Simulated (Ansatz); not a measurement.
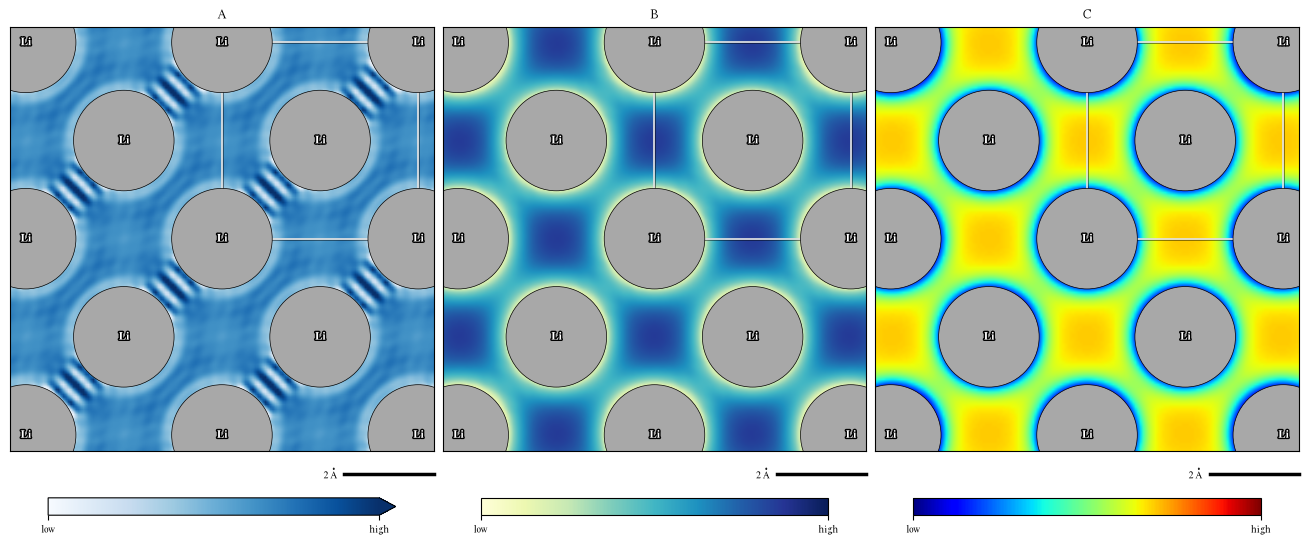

Li: 3 fields on the (010) plane of the conventional cell, with unlabelled colour scales. Grey discs cover the atomic cores.

Space group Fm-3m; computed without spin polarisation.

Computed with DFT, PBEsol, PAW with Ansatz's default frozen-core files, scalar-relativistic in Ansatz.

```
Li
1.0
     4.38927    0.00000    0.00000
     0.00000    4.38927    0.00000
     0.00000    0.00000    4.38927
Li
4
Direct
  0.00000 0.00000 0.00000
  0.50000 0.50000 0.00000
  0.50000 0.00000 0.50000
  0.00000 0.50000 0.50000
```

Match the panels to the quantities (electron localisation function, electrostatic potential energy of an electron and valence pseudo-density).

Answer. Panel A: valence pseudo-density. Panel B: electrostatic potential energy of an electron (low next to the atoms, rising into the space between them). Panel C: electron localisation function. From the grid: Li–Li (3.10 Å): ρ is about 0.05 e/Å³ halfway; the ELF reaches about 0.55 near the midpoint.
